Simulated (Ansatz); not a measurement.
The Ansatz input:

```yaml
crystal:
  lattice:
    - [4.26, 0.0, 0.0]
    - [0.0, 4.26, 0.0]
    - [0.0, 0.0, 4.26]
  atoms:
    - { symbol: Cu, position: [0.75, 0.25, 0.75] }
    - { symbol: Cu, position: [0.75, 0.75, 0.25] }
    - { symbol: Cu, position: [0.25, 0.75, 0.75] }
    - { symbol: Cu, position: [0.25, 0.25, 0.25] }
    - { symbol: O, position: [0.5, 0.5, 0.5] }
    - { symbol: O, position: [0.0, 0.0, 0.0] }
hamiltonian:
  xc: lda
  pseudopotentials: { kind: paw }
kpoints:
  mp_grid: { grid: [6, 6, 6] }
  band_path:
    path:
      - [[0.0, 0.0, 0.0], [0.0, 0.5, 0.0], [0.5, 0.5, 0.0], [0.0, 0.0, 0.0], [0.5, 0.5, 0.5], [0.0, 0.5, 0.0]]
      - [[0.5, 0.5, 0.0], [0.5, 0.5, 0.5]]
    npoints: 14
scf:
  occupations: { method: fermi_dirac, width: 0.05 }
  n_extra_bands: 15
output:
  forces: true
  stress: true
  eigenvalues: true
  fatbands: true
  write_density: true
  write_potential: true
  elf: true
  volumetric_format: npy
```

System: Cu$_{2}$O, space group Pn-3m (No. 224), 6 atoms in the cell.

Computed with Ansatz 0.2.0: LDA, Ansatz PAW, no spin polarisation, no spin-orbit coupling, 6×6×6 k mesh, 420 eV cutoff, Fermi-Dirac smearing of 0.05 eV.

What will the band structure and density of states look like? The path is Γ–X–M–Γ–R–X|M–R.

The bands leave a gap. The gap along this path is 0.54 eV and direct: both edges lie at Γ. Three bands meet at the valence-band top at Γ: it is triply degenerate (spin aside). The top valence band spans 0.7 eV and the lowest conduction band 1.9 eV. The direct gaps are 2.67 eV at X, 2.56 eV at M and 2.99 eV at R.

The PAW data sets were made with another functional. LDA, GGA and most meta-GGA functionals understate gaps. The cell is at −8 GPa in this functional.

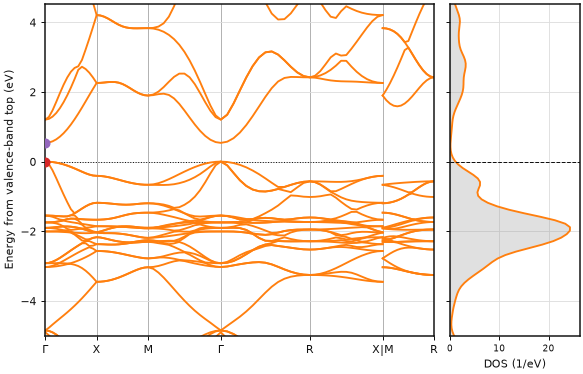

Band structure and density of states. Energies are counted from the top of the valence band. The DOS curve is built from the levels of the k mesh with Gaussians 0.55 eV wide, which also blur the band edges; ripples of that width can come from the mesh.
